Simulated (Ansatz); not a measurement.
# CuAu: 6 runs along one coordinate

System: CuAu (P4/mmm, 2 atoms in the cell).
Method: Kohn-Sham DFT of a periodic cell, PBE, Ansatz PAW, no spin polarisation (Ansatz 0.2.0).

The 6 runs differ only in the geometry, by an even scaling of the cell at fixed fractional positions. The structure derives from an entry of the Crystallography Open Database.

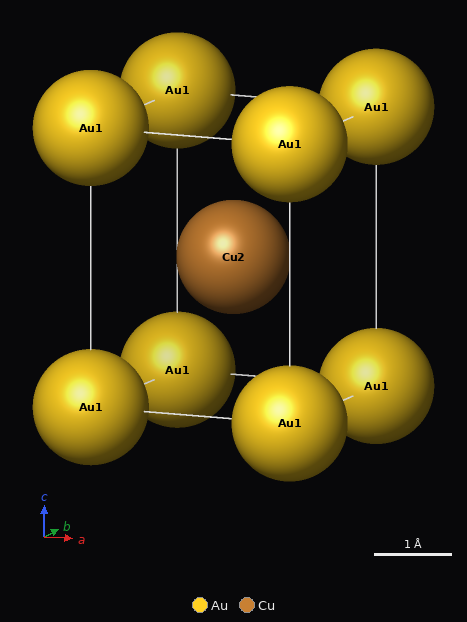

Figure 1. The structure of run 4 (spheres-only view of the cell of the calculation, seen slightly off an axis; atoms are numbered from 1 in the order of the input).

## Input of run 4
```yaml
crystal:
  lattice:
    - [2.8293642325, 0.0, 0.0]
    - [0.0, 2.8293642325, 0.0]
    - [0.0, 0.0, 3.7094046847]
  atoms:
    - { symbol: Au, position: [0.0, 0.0, 0.0] }
    - { symbol: Cu, position: [0.5, 0.5, 0.5] }
hamiltonian:
  xc: pbe
  pseudopotentials: { kind: paw }
kpoints:
  mp_grid: { grid: [9, 9, 7] }
scf:
  occupations: { method: fermi_dirac, width: 0.05 }
output:
  forces: true
  stress: true
  eigenvalues: true
```

Command:
```bash
ansatz run input.yaml --threads 2 --pin off --max-ram 5632MiB --backend cpu --events-out ev --progress --plain --runs-dir out
```

Run 5 differs from it as follows:
```diff
-    - [2.8293642325, 0.0, 0.0]
-    - [0.0, 2.8293642325, 0.0]
-    - [0.0, 0.0, 3.7094046847]
+    - [2.8477372423, 0.0, 0.0]
+    - [0.0, 2.8477372423, 0.0]
+    - [0.0, 0.0, 3.7334924031]
```

## Results, with one run withheld

```tsv
run	volume per atom (Å³)	free energy per atom, from the lowest run given (meV)	pressure (GPa)
1	13.683	61.07	16.70
2	13.974	34.96	12.12
3	14.556	5.31	4.52
4	14.847	0.00	1.39
5	15.139	?	?
6	15.430	4.77	−3.78
```

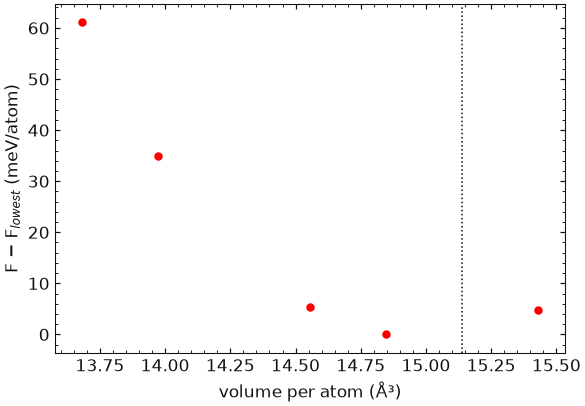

Figure 2. Free energy per atom of the runs given; the dotted line marks run 5.

What should run 5 give?

A cubic polynomial in V^(−2/3) (the Birch–Murnaghan form), fitted to the 5 runs given, misses them by under 0.01 meV per atom. With x = V^(−2/3) − 0.16836 Å⁻², it reads F = 7.8078 + 4394.1 x + 5.8383e+05 x² + 2.7301e+06 x³ (meV per atom). At run 5 it gives 0.04 meV per atom, and the run itself gives 0.03. The slope of the fit gives a pressure −dF/dV of −1.37 GPa there, and the run prints −1.37 GPa. The fit has its minimum at 14.989 Å³ per atom, where V d²F/dV² gives 142 GPa. Cell shape and fractional positions are held, so this is the stiffness under even scaling; the relaxed bulk modulus wasn't computed.

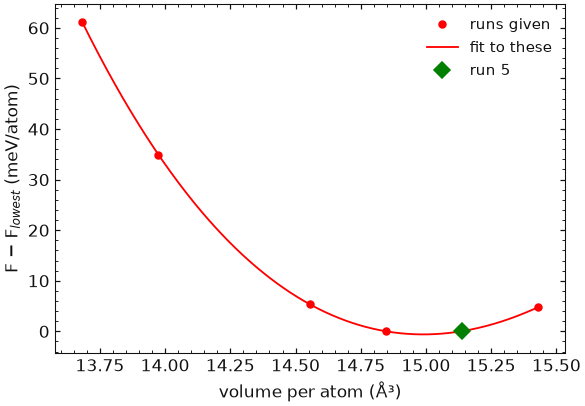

Figure 3. The fit and the withheld run.

## Output, shortened to warnings, some set-up lines, iterations and results (run 5)
```
Basis set: ecut = 420 eV, 609 PW (Γ), exchange–correlation on 40×40×50 points (8 copies of the dense FFT grid, shifted against one another)
Symmetry: 16 space group operations
k-points: 60 of 567
Initial density: superposition of atomic densities (neutral atoms: chi_scale 0, normalization atom), corrected by the library's trained network
[...]
SCF iter   1: F=—  HF=-19774.617270 eV  |F-HF|=—  |Δ(HF+E_count)|=         —  Δρ=2.05e-3  dr2=5.59e-4  ethr=1.77e-3  ⟨swp⟩=5.6  Hψ=5346  notcnv=0
SCF iter   2: F=—  HF=-19774.617832 eV  |F-HF|=—  |Δ(HF+E_count)|=   5.62e-4  Δρ=1.02e-3  dr2=1.26e-4  ethr=1.47e-6  ⟨swp⟩=2.0  Hψ=2704  notcnv=0
SCF iter   3: F=—  HF=-19774.617911 eV  |F-HF|=—  |Δ(HF+E_count)|=   7.84e-5  Δρ=3.82e-4  dr2=4.04e-5  ethr=3.31e-7  ⟨swp⟩=2.5  Hψ=2172  notcnv=0
SCF iter   4: F=—  HF=-19774.617908 eV  |F-HF|=—  |Δ(HF+E_count)|=   2.90e-6  Δρ=1.01e-4  dr2=3.34e-6  ethr=1.06e-7  ⟨swp⟩=2.1  Hψ=1671  notcnv=0
SCF iter   5: F=—  HF=-19774.617908 eV  |F-HF|=—  |Δ(HF+E_count)|=   3.97e-8  Δρ=2.63e-5  dr2=3.49e-7  ethr=8.78e-9  ⟨swp⟩=2.1  Hψ=1966  notcnv=0
SCF iter   6: F=-19774.617908 eV  HF=-19774.617908 eV  |F-HF|=2.27e-8  |Δ(HF+E_count)|=   5.89e-8  Δρ=1.07e-5  dr2=5.75e-8  ethr=2.63e-10  ⟨swp⟩=5.0  Hψ=5676  notcnv=0
SCF 1 converged in 6 iterations: F = -19774.617908 eV  dr2 = 5.75e-8
SCF converged after 6 iterations
Free energy (F): -19774.617908 eV
Harris-Foulkes:  -19774.617908 eV  (|F-HF|=2.27e-8)
Internal energy: -19774.613681 eV  (E = F + TS)
E sigma→0 (E₀):  -19774.615794 eV
Entropy (-TS):   -0.004227 eV (-2.113 meV/atom)
Fermi energy:    17.995348 eV
--- Per-component energies (eV) ---
  E_band       = -588.652801
  E_kinetic    = 903.310987
  E_local      = -6024.835986  (includes V_loc(G=0)·N_el)
  E_nonlocal   = 468.738552
  E_hartree    = 2637.897718
  E_xc         = -316.716083
  E_vxc        = -389.673011  (∫ρ·V_xc dr)
  E_paw        = -11374.049812  (= ΣΔE_a)
  E_vpaw       = -821.990848  (= ΣTr[D̂ρ^β])
  E_aug_tail   = 0.001726  (compensation charges beyond the density's cutoff)
  E_ewald      = -6068.960784
  E_smearing   = -0.004227  (= −TS)
  E_closure    = 0.000000  (closes the sum)
  Σ components = -19774.617908   (vs F -19774.617908, Δ=0.00e0)
--- Forces (eV/Å), atoms counted from 1 ---
  atom   1  Au    -0.00000000    -0.00000000     0.00000000
  atom   2  Cu     0.00000000     0.00000000     0.00000000
  max |Σ_I F_I| component: 9.94e-29 eV/Å
--- Stress (GPa, compression-positive) ---
       -1.322552       0.000000       0.000000
        0.000000      -1.322552       0.000000
        0.000000       0.000000      -1.456825
  P = ⅓ Tr σ = -1.3673 GPa (-13.673 kbar)
```

Notes: Spin–orbit coupling is left out, which matters for Au.
